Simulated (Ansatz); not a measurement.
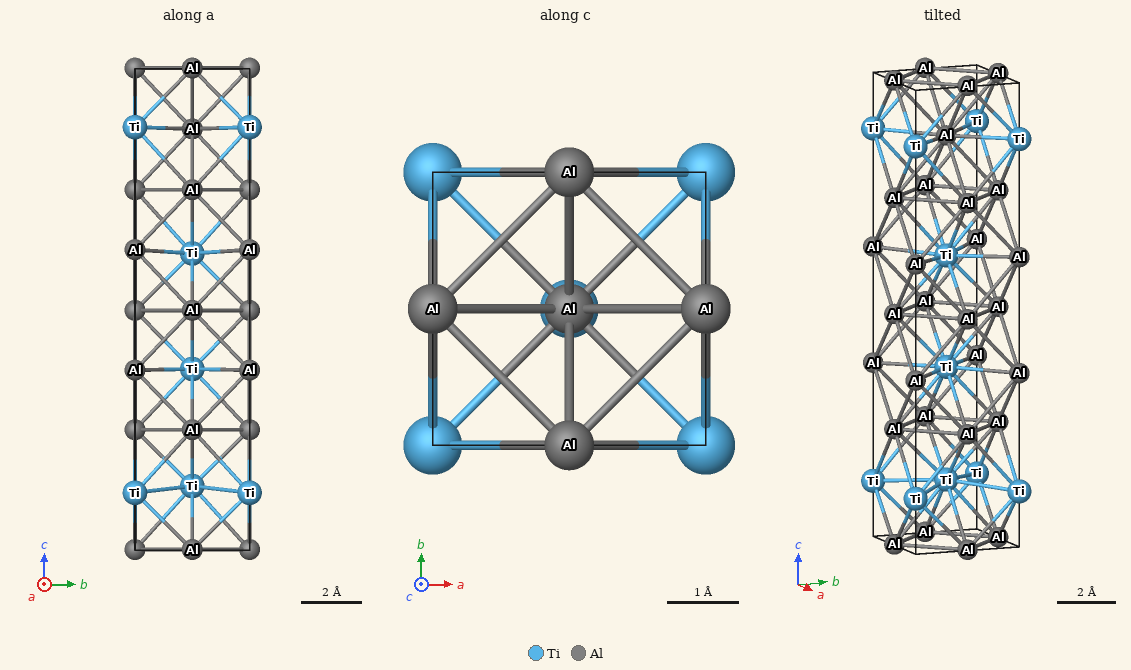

A ball-and-stick picture of a crystal structure, seen along the a axis, along the c axis and slightly off an axis. One conventional unit cell is framed, with atoms on its boundary repeated. Cell: a = 3.868 Å, b = 3.868 Å, c = 16.254 Å, α = 90.00°, β = 90.00°, γ = 90.00°.

What structure is drawn here?

- The solid is Ti$_{5}$Al$_{11}$.
- Symmetry: P4mm (No. 99), primitive tetragonal lattice.
- Cell content 5 Ti, 11 Al; Z = 1.
- The coordination, counted out to bonding distance, is Ti 12 and Al 12.
- The bonds build a three-dimensional framework.

The structure was taken from a structure listed in the Materials Project. It was relaxed at fixed volume with Ansatz 0.2.0, DFT r2SCAN, scalar-relativistic, plane waves, PAW.
